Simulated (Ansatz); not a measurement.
**MoS$_{2}$: density, localisation and related maps**

Input

```
crystal:
  lattice:
    - [5.8228750323, 0.0, 0.0]
    - [0.0, 5.8228750323, 0.0]
    - [0.0, 0.0, 3.1655006166]
  atoms:
    - { symbol: Mo, position: [0.0, 0.0, 0.0] }
    - { symbol: Mo, position: [0.5, 0.5, 0.5] }
    - { symbol: S, position: [0.2847654871, 0.2847654871, 0.0] }
    - { symbol: S, position: [0.2152345129, 0.7847654871, 0.5] }
    - { symbol: S, position: [0.7847654871, 0.2152345129, 0.5] }
    - { symbol: S, position: [0.7152345129, 0.7152345129, 0.0] }
kpoints:
  mp_grid: { grid: [4, 4, 8] }
hamiltonian:
  xc: r2scan
  dispersion: rvv10
scf:
  occupations: { method: fermi_dirac, width: 0.03 }
relax:
  f_tol: 0.01
  cell: {}
  max_steps: 120
output:
  write_density: true
  write_potential: true
  elf: true
  volumetric_format: npy
```

Run with:

```sh
ansatz run input.yaml --threads 2 --pin off --max-ram 2211MiB --backend cpu --events-out ev --progress --plain --runs-dir out
```

Below, planes, directions and counts refer to the conventional cell (a = 5.83 Å, b = 5.83 Å, c = 3.23 Å, α = 90.00°, β = 90.00°, γ = 90.00°).

The fields are those of the relaxed geometry.

Space group P4₂/mnm; started from the rutile prototype, which need not be the ambient phase; computed without spin polarisation.

All numbers below come from DFT, r2SCAN+rVV10, plane waves, PAW (Ansatz 0.2.0).

The density is the valence pseudo-density of a PAW calculation; it isn't the true density close to the nuclei.

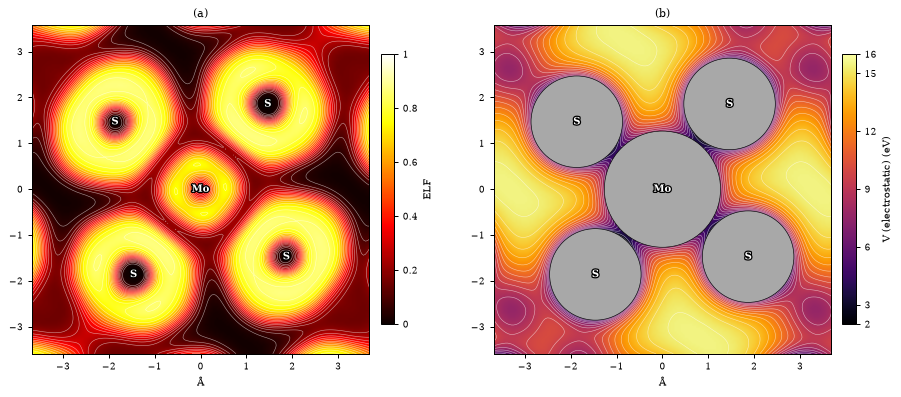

Figure 1. (a) electron localisation function; (b) electrostatic potential (local pseudopotential plus Hartree) felt by an electron on the (111) plane of the conventional cell. Grey discs cover the atomic cores in the potential map.

Q: Read the bonding off the picture.

A: The section cuts through Mo and S sites. Mo–S (2.37 Å): the ELF peaks at about 0.85 in the valence shell of S, 0.8 Å from its nucleus, and is about 0.35 at the midpoint. The features right at Mo lie inside the PAW spheres, where the map follows smoothed inner orbitals and isn't to be read closely. Outside the cores the potential energy rises away from the atoms and is highest about 2.1 Å from the nearest atoms; its zero is arbitrary.

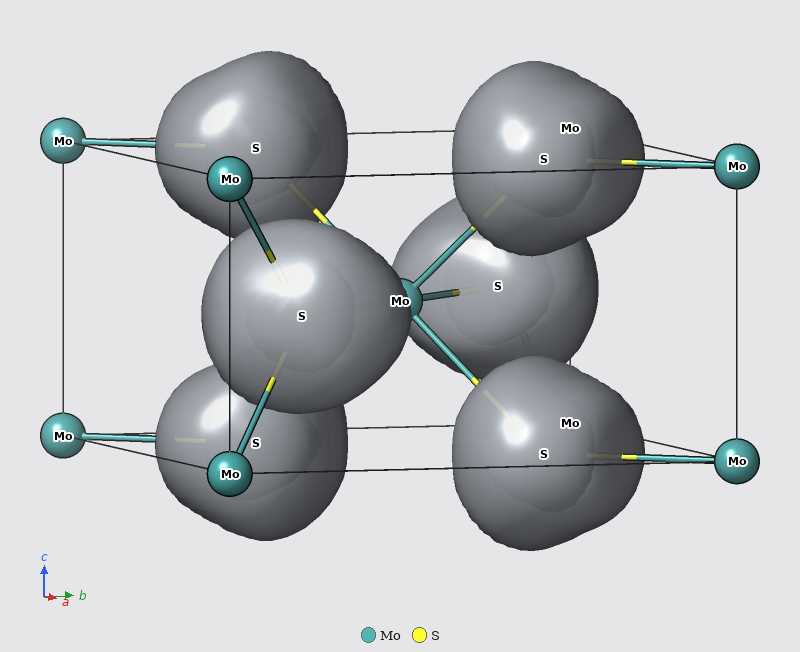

Figure 2. Isosurface of the ELF at 0.75 (grey), seen at an oblique angle. Only the valence region is drawn (cores and ρ < 0.01 e/Å³ removed). Sticks mark near contacts.

Q: Identify the bonds, lone pairs and shells in this picture.

A: At this value the surface marks out four regions wrapped around S (the valence shell of each), counted in one cell of 6 atoms. Regions shared between cells count once.
